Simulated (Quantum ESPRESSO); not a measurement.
# CoO: parallel and opposed starts, part 2 of 2

Wanted: the moments of CoO and the energy of each order that was tried.

Quantum ESPRESSO 7.5; PBEsol with U = 3.5 eV on Co d (ortho-atomic projectors); plane waves with GBRV 1.5 PBEsol potentials, no spin-orbit coupling.

So far, absolute magnetization (μB): step 2 (start 1: ferro +) 3.03.

**4. Start 3: antiferro q=(1/2,1/2,1/2) +−**

This order needs a doubled cell of 4 atoms.

Input file pw.in:

```
&CONTROL
  calculation = 'scf'
  prefix = 'pwscf'
  outdir = './tmp'
  pseudo_dir = './pseudo'
  disk_io = 'nowf'
/
&SYSTEM
  ibrav = 0
  celldm(1) = 8
  nat = 4
  ntyp = 3
  ecutwfc = 40
  ecutrho = 280
  nbnd = 32
  occupations = 'smearing'
  smearing = 'fd'
  degauss = 0.00146997
  nspin = 2
  starting_magnetization(1) = 0.1765
  starting_magnetization(2) = -0.1765
  starting_magnetization(3) = 0
/
&ELECTRONS
  conv_thr = 8d-09
  electron_maxstep = 150
  mixing_beta = 0.3
/
ATOMIC_SPECIES
Co1    58.9332 co_pbesol_v1.2.uspp.F.UPF
Co2    58.9332 co_pbesol_v1.2.uspp.F.UPF
O      15.9990 o_pbesol_v1.2.uspp.F.UPF
CELL_PARAMETERS alat
  -0.7124267489839    0.7124267489839    0.9955301807613
   0.0000000000000    0.0000000000000    0.9955301807613
   0.0000000000000    0.7124267489839    0.0000000000000
ATOMIC_POSITIONS crystal
Co1     0.0000000000    0.0000000000    0.0000000000
Co2     0.5000000000    0.0000000000    0.0000000000
O       0.0000000000    0.5000000000    0.0000000000
O       0.5000000000    0.5000000000    0.0000000000
K_POINTS automatic
7 14 14 0 0 0
HUBBARD {ortho-atomic}
U Co1-3d 3.5000
U Co2-3d 3.5000
```

The run is started by

```
$ OMP_NUM_THREADS=1 mpirun -n 4 pw.x -nk 4 -in pw.in > pw.out
```

What it wrote:

```text
     [... lines left out ...]
Program PWSCF v.7.5 starts
     [... lines left out ...]
     number of atoms/cell      =            4
     [... lines left out ...]
     number of electrons       =        46.00
     number of Kohn-Sham states=           32
     kinetic-energy cutoff     =      40.0000  Ry
     charge density cutoff     =     280.0000  Ry
     scf convergence threshold =      8.0E-09
     [... lines left out ...]
     16 Sym. Ops., with inversion, found
     [... lines left out ...]
     number of k points=   144  Fermi-Dirac smearing, width (Ry)=  0.0015
     [... lines left out ...]
     iteration # 22     ecut=    40.00 Ry     beta= 0.30
     [... lines left out ...]
     Magnetic moment per site  (integrated on atomic sphere of radius R)
     atom   1 (R=0.205)  charge= 14.5754  magn=  2.4032
     atom   2 (R=0.205)  charge= 14.5753  magn= -2.4032
     atom   3 (R=0.205)  charge=  5.6943  magn= -0.0391
     atom   4 (R=0.205)  charge=  5.6943  magn=  0.0392
     [... lines left out ...]
     Tr[ns(  1)] (up, down, total) =   4.91421  2.43575  7.34996
     [... lines left out ...]
     Tr[ns(  2)] (up, down, total) =   2.43570  4.91419  7.34989
     [... lines left out ...]
     the Fermi energy is    13.1859 ev
!    total energy              =    -660.59744881 Ry
     estimated scf accuracy    <          4.4E-09 Ry
     smearing contrib. (-TS)   =      -0.00108793 Ry
     [... lines left out ...]
     total magnetization       =     0.00 Bohr mag/cell
     absolute magnetization    =     5.16 Bohr mag/cell
     convergence has been achieved in  22 iterations
```

Wall time 4.1 min (4 MPI ranks of Arm Neoverse V2, shared host); peak memory 0.55 GiB.

Spin moment in the atom's sphere by atom:

| atom | spin moment in the atom's sphere (μB) |
| --- | --- |
| Co1 | 2.40 |
| Co2 | -2.40 |
| O3 | -0.04 |
| O4 | 0.04 |

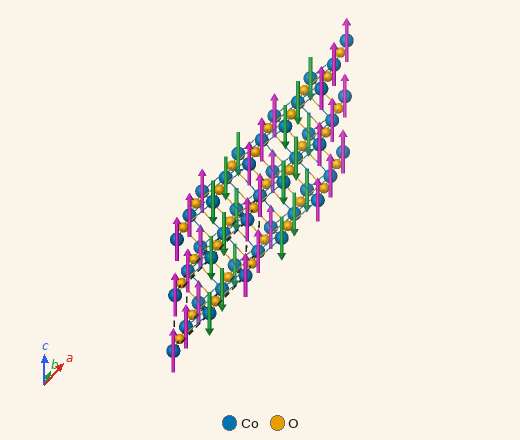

Spin moment in the atom's sphere as arrows, the longest 2.40 μB. Up and down stand for the sign. Arrows give size and sign along the axis of quantisation, drawn up and down the page. The two directions have two colours. 2×2×2 cells are drawn. Some periodic images of atoms are drawn too.

This step gave:

```
smearing term TS       : 0.01480 eV
magnetization          : 0 μB
absolute magnetization : 5.162 μB
final state            : antiferromagnetic
```

**5. Run 4, typed as antiferro q=(0,1/2,0) +−**

This order needs a doubled cell of 4 atoms.

Changes to pw.in since step 4:

```diff
@@ -33,12 +33,12 @@
 CELL_PARAMETERS alat
-  -0.7124267489839    0.7124267489839    0.9955301807613
-   0.0000000000000    0.0000000000000    0.9955301807613
-   0.0000000000000    0.7124267489839    0.0000000000000
+  -0.3562133744920    0.3562133744920    0.4977650903806
+   0.7124267489839   -0.7124267489839    0.9955301807613
+   0.3562133744920    0.3562133744920   -0.4977650903806
 ATOMIC_POSITIONS crystal
 Co1     0.0000000000    0.0000000000    0.0000000000
-Co2     0.5000000000    0.0000000000    0.0000000000
-O       0.0000000000    0.5000000000    0.0000000000
-O       0.5000000000    0.5000000000    0.0000000000
+Co2     0.0000000000    0.5000000000    0.0000000000
+O       0.5000000000    0.2500000000    0.0000000000
+O       0.5000000000    0.7500000000    0.0000000000
 K_POINTS automatic
-7 14 14 0 0 0
+14 7 14 0 0 0
 HUBBARD {ortho-atomic}
```

What it wrote:

```text
     [... lines left out ...]
Program PWSCF v.7.5 starts
     [... lines left out ...]
     number of atoms/cell      =            4
     [... lines left out ...]
     number of electrons       =        46.00
     number of Kohn-Sham states=           32
     kinetic-energy cutoff     =      40.0000  Ry
     charge density cutoff     =     280.0000  Ry
     scf convergence threshold =      8.0E-09
     [... lines left out ...]
      4 Sym. Ops., with inversion, found
     [... lines left out ...]
     number of k points=   372  Fermi-Dirac smearing, width (Ry)=  0.0015
     [... lines left out ...]
     iteration #114     ecut=    40.00 Ry     beta= 0.30
     [... lines left out ...]
     Magnetic moment per site  (integrated on atomic sphere of radius R)
     atom   1 (R=0.205)  charge= 14.5521  magn=  2.5391
     atom   2 (R=0.205)  charge= 14.5522  magn= -2.5391
     atom   3 (R=0.205)  charge=  5.7104  magn= -0.0000
     atom   4 (R=0.205)  charge=  5.7104  magn= -0.0000
     [... lines left out ...]
     Tr[ns(  1)] (up, down, total) =   4.96055  2.34854  7.30908
     [... lines left out ...]
     Tr[ns(  2)] (up, down, total) =   2.34857  4.96055  7.30911
     [... lines left out ...]
     the Fermi energy is    13.2896 ev
!    total energy              =    -660.61323788 Ry
     estimated scf accuracy    <          7.7E-09 Ry
     smearing contrib. (-TS)   =      -0.00072363 Ry
     [... lines left out ...]
     total magnetization       =     0.00 Bohr mag/cell
     absolute magnetization    =     5.43 Bohr mag/cell
     convergence has been achieved in 114 iterations
```

It took 17 min on 4 MPI ranks; peak memory 0.84 GiB; 69 min of CPU time.

Read from the output:

| Property | Result |
| --- | --- |
| smearing term TS | 0.009845 eV |
| magnetization | 0 μB |
| absolute magnetization | 5.428 μB |
| final state | antiferromagnetic |
| largest moment | 2.539 μB |

**6. Ranking**

An order is kept where moments of 0.15 μB or more survive with the typed signs; meshes match where a doubled cell samples the same k points as the first cell.

Orders:

| start | final state | typed order kept | energy over the lowest (meV a seeded atom) | largest site moment (μB) | net moment (μB a cell of the first run) | mesh matched | CPU time (s) |
| --- | --- | --- | --- | --- | --- | --- | --- |
| ferro + | ferromagnetic | yes | 108.4 | 2.604 | 3 | yes | 149.7 |
| antiferro q=(0,0,1/2) +- | antiferromagnetic | yes | 0 | 2.578 | 0 | yes | 645 |
| antiferro q=(1/2,1/2,1/2) +- | antiferromagnetic | yes | 170.7 | 2.403 | 0 | yes | 497.8 |
| antiferro q=(0,1/2,0) +- | antiferromagnetic | yes | 63.26 | 2.539 | 0 | yes | 4135 |

**7. Fillings of the first corrected shells**

| start | type | spin | occupation numbers |
| --- | --- | --- | --- |
| ferro + | Co | up | 0.995 0.995 0.995 0.995 0.996 |
| ferro + | Co | down | 0.133 0.137 0.673 0.684 0.684 |
| antiferro q=(0,0,1/2) +- | Co1 | up | 0.987 0.994 0.994 0.995 0.995 |
| antiferro q=(0,0,1/2) +- | Co1 | down | 0.117 0.135 0.509 0.569 0.985 |
| antiferro q=(0,0,1/2) +- | Co2 | up | 0.117 0.135 0.509 0.569 0.985 |
| antiferro q=(0,0,1/2) +- | Co2 | down | 0.987 0.994 0.994 0.995 0.995 |
| antiferro q=(1/2,1/2,1/2) +- | Co1 | up | 0.965 0.970 0.993 0.993 0.994 |
| antiferro q=(1/2,1/2,1/2) +- | Co1 | down | 0.113 0.117 0.722 0.722 0.762 |
| antiferro q=(1/2,1/2,1/2) +- | Co2 | up | 0.113 0.117 0.722 0.722 0.762 |
| antiferro q=(1/2,1/2,1/2) +- | Co2 | down | 0.965 0.970 0.993 0.993 0.994 |
| antiferro q=(0,1/2,0) +- | Co1 | up | 0.989 0.989 0.994 0.994 0.994 |
| antiferro q=(0,1/2,0) +- | Co1 | down | 0.147 0.153 0.662 0.672 0.714 |
| antiferro q=(0,1/2,0) +- | Co2 | up | 0.147 0.153 0.662 0.672 0.714 |
| antiferro q=(0,1/2,0) +- | Co2 | down | 0.989 0.989 0.994 0.994 0.994 |

**8. Summary of results**

```json
{"moments, largest by run": "2.60, 2.58, 2.40, 2.54 μB", "spread of the energies of the runs with moments": "171 meV a seeded atom"}
```

What this shows: Under a U these runs seem to end in unlike orbital states: the fillings of their corrected shells differ, or their energies lie too far apart for exchange alone. The differences are then no exchange energies, and the ranking says little of the magnetic order. Seeding all runs from one set of occupation matrices is the usual remedy. The smearing term is large for its width, so states at the Fermi level are partly filled: at this level the cell is a metal or has a gap of a few widths at most.

[Logs and program files are shortened in this print: banners, set-up blocks, solver, clock and traceback lines can be left out without a mark of their own.]

[Logs are printed without paths, hosts, clocks, repeated set-up lines and the standing remarks that a program may print on its own settings, such as how far it seeks lower states.]

[Hosts, paths, dates, database ids (printed as entryN), source tags and the programs' standing remarks are cut or masked in the printed files.]

[Where a cell is said to come from a database of computed structures, the database is the Materials Project.]
